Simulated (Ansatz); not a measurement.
**A series of single points on SnO2**

System: SnO2 (12 atoms in the cell).
Method: DFT LDA, scalar-relativistic, plane waves, PAW, PAW set soft_1, no spin polarisation (Ansatz 0.2.0).

The 5 runs differ only in the geometry, by a strain of the cell at fixed fractional positions. Against run 3, the strain is εzz = η. The structure derives from a Materials Project entry.

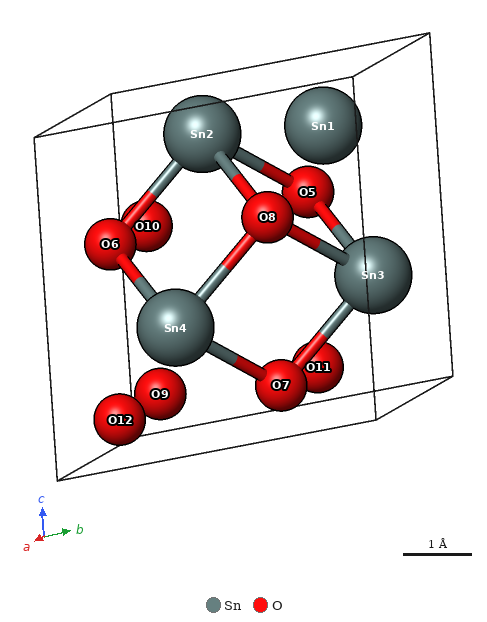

Figure 1. The structure of run 3 (ball-and-stick view of the cell of the calculation, seen slightly off an axis; atoms are numbered from 1 in the order of the input).

## Input of run 3
```yaml
crystal:
  lattice:
    - [3.3015, 1.9061219137, 4.0868653298]
    - [-3.3015, 1.9061219137, 4.0868653298]
    - [0.0, -3.8122438274, 4.0868653298]
  atoms:
    - { symbol: Sn, position: [0.8645353782, 0.8645353782, 0.8645353782] }
    - { symbol: Sn, position: [0.3648691645, 0.3648691645, 0.8648751974] }
    - { symbol: Sn, position: [0.3648691645, 0.8648751974, 0.3648691645] }
    - { symbol: Sn, position: [0.8648751974, 0.3648691645, 0.3648691645] }
    - { symbol: O, position: [0.1199116729, 0.6196051221, 0.6196051221] }
    - { symbol: O, position: [0.6196051221, 0.1199116729, 0.6196051221] }
    - { symbol: O, position: [0.6196051221, 0.6196051221, 0.1199116729] }
    - { symbol: O, position: [0.6099370359, 0.6099370359, 0.6099370359] }
    - { symbol: O, position: [0.1198492242, 0.1198492242, 0.1198492242] }
    - { symbol: O, position: [0.1096932183, 0.1096932183, 0.6100024814] }
    - { symbol: O, position: [0.1096932183, 0.6100024814, 0.1096932183] }
    - { symbol: O, position: [0.6100024814, 0.1096932183, 0.1096932183] }
basis:
  ecutwfc: 520.0
kpoints:
  mp_grid: { grid: [6, 6, 6] }
hamiltonian:
  xc: lda
  pseudopotentials: { kind: paw, azcp: { folder: soft_1 } }
scf:
  occupations: { method: gaussian, width: 0.05 }
output:
  forces: true
  stress: true
  eigenvalues: true
```

Command:
```bash
ansatz run input.yaml --threads 2 --pin off --max-ram 4096MiB --backend cpu --events-out ev --progress --plain --runs-dir out
```

Lattice vectors (Å) and fractional positions of run 3:
```
   3.301500    1.906122    4.086865
  -3.301500    1.906122    4.086865
   0.000000   -3.812244    4.086865
Sn  0.864535  0.864535  0.864535
Sn  0.364869  0.364869  0.864875
Sn  0.364869  0.864875  0.364869
Sn  0.864875  0.364869  0.364869
O   0.119912  0.619605  0.619605
O   0.619605  0.119912  0.619605
O   0.619605  0.619605  0.119912
O   0.609937  0.609937  0.609937
O   0.119849  0.119849  0.119849
O   0.109693  0.109693  0.610002
O   0.109693  0.610002  0.109693
O   0.610002  0.109693  0.109693
```

Run 2 differs from it as follows:
```diff
-    - [3.3015, 1.9061219137, 4.0868653298]
-    - [-3.3015, 1.9061219137, 4.0868653298]
-    - [0.0, -3.8122438274, 4.0868653298]
+    - [3.3015, 1.9061219137, 3.9847]
+    - [-3.3015, 1.9061219137, 3.9847]
+    - [0.0, -3.8122438274, 3.9847]
```

## Results, with one run withheld

| run | strain parameter η (%) | free energy per atom, from the lowest run given (meV) | pressure (GPa) | gap on the mesh (eV) |
| --- | --- | --- | --- | --- |
| 1 | −4.9997 | 0.00 | −6.66 | 0.95 |
| 2 | −2.4998 | ? | ? | ? |
| 3 | 0.0000 | 15.90 | −11.47 | 0.91 |
| 4 | 2.4999 | 30.54 | −13.41 | 0.91 |
| 5 | 4.9998 | 49.42 | −15.11 | 0.92 |

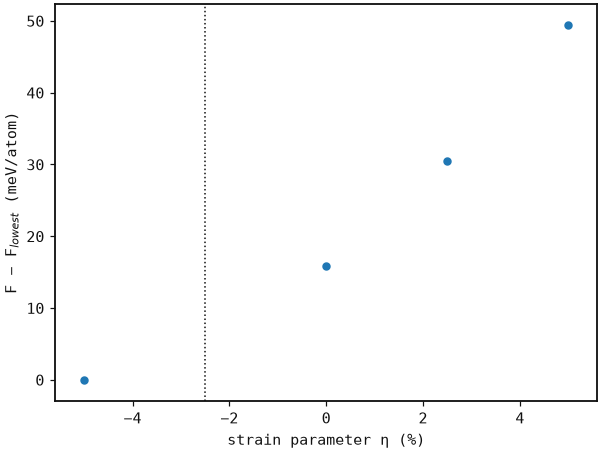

Figure 2. Free energy per atom of the runs given; the dotted line marks run 2.

Fit the runs given and predict run 2.

A quadratic polynomial in the coordinate, fitted to the 4 runs given, misses them by at most 0.05 meV per atom. With x = η − 0.6250, it reads F = 19.164 + 5.3836 x + 0.35123 x² (meV per atom). At run 2 it gives 5.77 meV per atom, and the run itself gives 5.67. The fit has no minimum inside this range. The gap on the mesh lies between 0.91 eV (run 3) and 0.95 eV (run 1); run 2 has 0.92 eV. These are gaps of this functional on this mesh, which can miss the band edges; they aren't the measured gap.

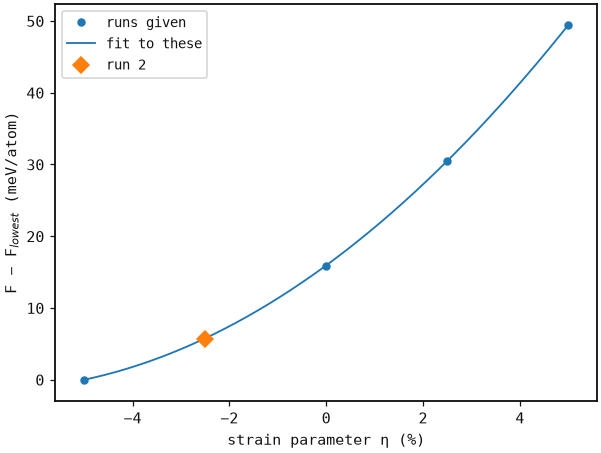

Figure 3. The fit and the withheld run.

## Output, shortened to warnings, some set-up lines, iterations and results (run 2)
```
Warning: [file] the record states the generating functional pbe (its physics header spells it `PBE`), which answers neither for hamiltonian.xc's functional nor for the lda family's — results may be inconsistent (PPs are generated against a specific XC)
Warning: [file] the record states the generating functional pbe (its physics header spells it `PBE`), which answers neither for hamiltonian.xc's functional nor for the lda family's — results may be inconsistent (PPs are generated against a specific XC)
Basis set: ecut = 520 eV, 4041 PW (Γ)
Symmetry: 6 space group operations
k-points: 32 of 216 (time reversal used)
Initial density: superposition of atomic densities (chi_scale 0.1, normalization cell, long waves kept (reshape's long-wave potential 0.02 eV rms))
[...]
SCF iter   1: F=—  HF=-27959.796753 eV  |F-HF|=—  |Δ(HF+E_count)|=         —  Δρ=5.94e-2  dr2=4.07e0  ethr=3.10e-3  ⟨swp⟩=5.8  Hψ=8535  notcnv=0  defer=25
SCF iter   2: F=—  HF=-27958.858969 eV  |F-HF|=—  |Δ(HF+E_count)|=   9.38e-1  Δρ=3.11e-2  dr2=9.92e-1  ethr=3.10e-3  ⟨swp⟩=3.0  Hψ=4226  notcnv=0  defer=191
SCF iter   3: F=—  HF=-27958.578718 eV  |F-HF|=—  |Δ(HF+E_count)|=   2.80e-1  Δρ=8.83e-3  dr2=1.32e-1  ethr=9.54e-4  ⟨swp⟩=3.2  Hψ=3671  notcnv=0  defer=95
SCF iter   4: F=—  HF=-27958.545780 eV  |F-HF|=—  |Δ(HF+E_count)|=   3.29e-2  Δρ=2.22e-3  dr2=6.09e-3  ethr=1.27e-4  ⟨swp⟩=2.0  Hψ=2946  notcnv=0  defer=95
SCF iter   5: F=—  HF=-27958.546744 eV  |F-HF|=—  |Δ(HF+E_count)|=   9.64e-4  Δρ=7.07e-4  dr2=7.23e-4  ethr=5.86e-6  ⟨swp⟩=2.5  Hψ=2717  notcnv=0  defer=95
SCF iter   6: F=—  HF=-27958.547038 eV  |F-HF|=—  |Δ(HF+E_count)|=   2.94e-4  Δρ=1.25e-4  dr2=2.14e-5  ethr=6.95e-7  ⟨swp⟩=2.0  Hψ=2186  notcnv=0  defer=95
SCF iter   7: F=—  HF=-27958.546964 eV  |F-HF|=—  |Δ(HF+E_count)|=   7.35e-5  Δρ=1.17e-4  dr2=1.70e-5  ethr=2.06e-8  ⟨swp⟩=2.1  Hψ=2939  notcnv=0  defer=95
SCF iter   8: F=—  HF=-27958.546961 eV  |F-HF|=—  |Δ(HF+E_count)|=   3.09e-6  Δρ=2.55e-5  dr2=7.21e-7  ethr=1.63e-8  ⟨swp⟩=2.1  Hψ=2749  notcnv=0  defer=95
SCF iter   9: F=—  HF=-27958.546962 eV  |F-HF|=—  |Δ(HF+E_count)|=   1.47e-7  Δρ=1.17e-5  dr2=1.69e-7  ethr=9.62e-11  ⟨swp⟩=12.2  Hψ=9206  notcnv=0
SCF iter  10: F=-27958.546962 eV  HF=-27958.546962 eV  |F-HF|=4.40e-10  |Δ(HF+E_count)|=   2.39e-8  Δρ=2.90e-6  dr2=7.53e-9  ethr=9.62e-11  ⟨swp⟩=5.0  Hψ=6854  notcnv=0
SCF 1 converged in 10 iterations: F = -27958.546962 eV  dr2 = 7.53e-9
SCF converged after 10 iterations
Free energy (F): -27958.546962 eV
Harris-Foulkes:  -27958.546962 eV  (|F-HF|=4.40e-10)
Internal energy: -27958.546962 eV  (E = F + TS)
E sigma→0 (E₀):  -27958.546962 eV
Fermi energy:    8.898247 eV
--- Per-component energies (eV) ---
  E_band       = -323.876684
  E_kinetic    = 2017.455422
  E_local      = -6635.886141  (includes V_loc(G=0)·N_el)
  E_nonlocal   = 1033.197731
  E_hartree    = 2989.270298
  E_xc         = -1057.522656
  E_vxc        = -1042.905076  (∫ρ·V_xc dr)
  E_paw        = -18127.893278  (= ΣΔE_a)
  E_vpaw       = -1674.282947  (= ΣTr[D̂ρ^β])
  E_aug_tail   = 0.001925  (compensation charges beyond the density's cutoff)
  E_ewald      = -8179.645199
  E_core_change = 2.474936  (= ΣΔE_core)
  E_smearing   = -0.000000  (= −TS)
  E_closure    = 0.000000  (closes the sum)
  Σ components = -27958.546962   (vs F -27958.546962, Δ=0.00e0)
--- Forces (eV/Å), atoms counted from 1 ---
  atom   1  Sn     0.00000000     0.00000000     0.00469600
  atom   2  Sn    -0.00000000    -0.00346851    -0.00157928
  atom   3  Sn    -0.00300382     0.00173426    -0.00157928
  atom   4  Sn     0.00300382     0.00173426    -0.00157928
  atom   5  O     -0.00071418    -0.00041233     0.24928633
  atom   6  O      0.00071418    -0.00041233     0.24928633
  atom   7  O      0.00000000     0.00082467     0.24928633
  atom   8  O     -0.00000000    -0.00000000    -0.24765550
  atom   9  O      0.00000000     0.00000000     0.25243722
  atom  10  O      0.00000000     0.00097844    -0.25086556
  atom  11  O      0.00084735    -0.00048922    -0.25086556
  atom  12  O     -0.00084735    -0.00048922    -0.25086556
  max |Σ_I F_I| component: 2.18e-6 eV/Å
--- Stress (GPa, compression-positive) ---
      -11.861951       0.000000      -0.000000
        0.000000     -11.861951       0.000000
       -0.000000       0.000000      -3.975620
  P = ⅓ Tr σ = -9.2332 GPa (-92.332 kbar)
```

Warnings of the run: the PAW datasets were made with another functional.
